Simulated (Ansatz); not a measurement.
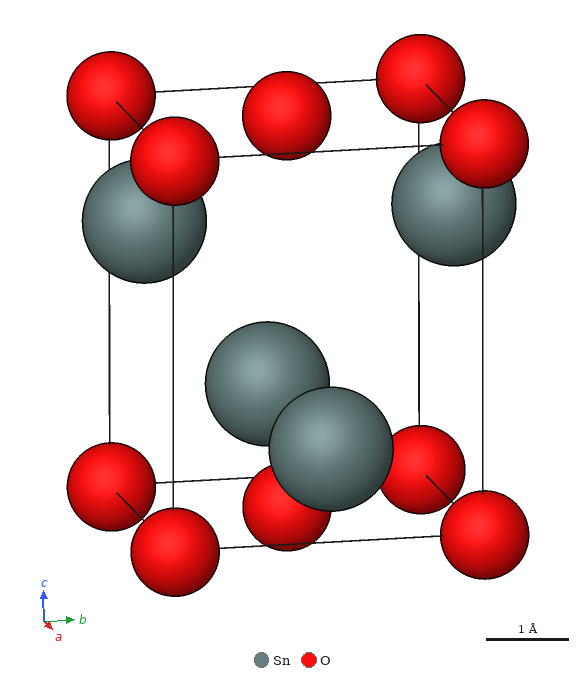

The image is a spheres-only drawing of a crystal, viewed slightly off an axis. The edges of the simulation cell are marked.

```
CELL_PARAMETERS angstrom
3.90440 -0.03025 -0.00837
-0.03025 3.87671 0.01894
-0.01065 0.02409 4.88703
ATOMIC_POSITIONS crystal
Sn 0.99750 0.51069 0.23718
Sn 0.51349 0.00760 0.76187
O 0.97660 0.01059 0.99230
O 0.51440 0.46745 0.01111
```

Run with Ansatz, DFT, PAW plane waves, revPBE and these settings: 420 eV cutoff, a 5×5×4 grid in reciprocal space, Fermi-Dirac smearing of 0.073 eV, no spin polarisation.

**What does a Bader analysis give?**

Sn +1.27 e; O -1.27 e.

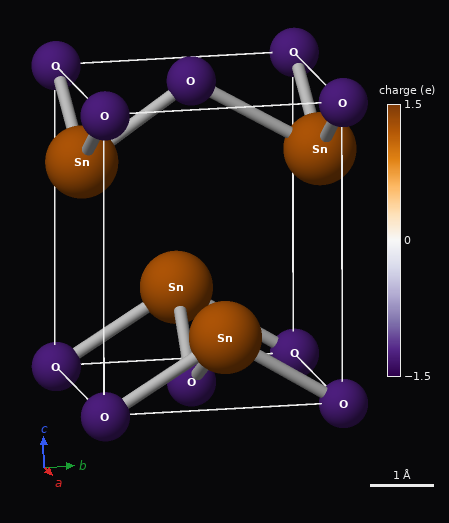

The atoms coloured by those charges.

The geometry is that of a known structure type with the cell strained and the atoms shaken on purpose, without relaxation. Ansatz was used for an electronic-structure calculation on it.

At this level of theory the cell isn't at rest (forces up to 1.1 eV/Å), so its distances can differ from those at equilibrium, the more so the softer the solid.
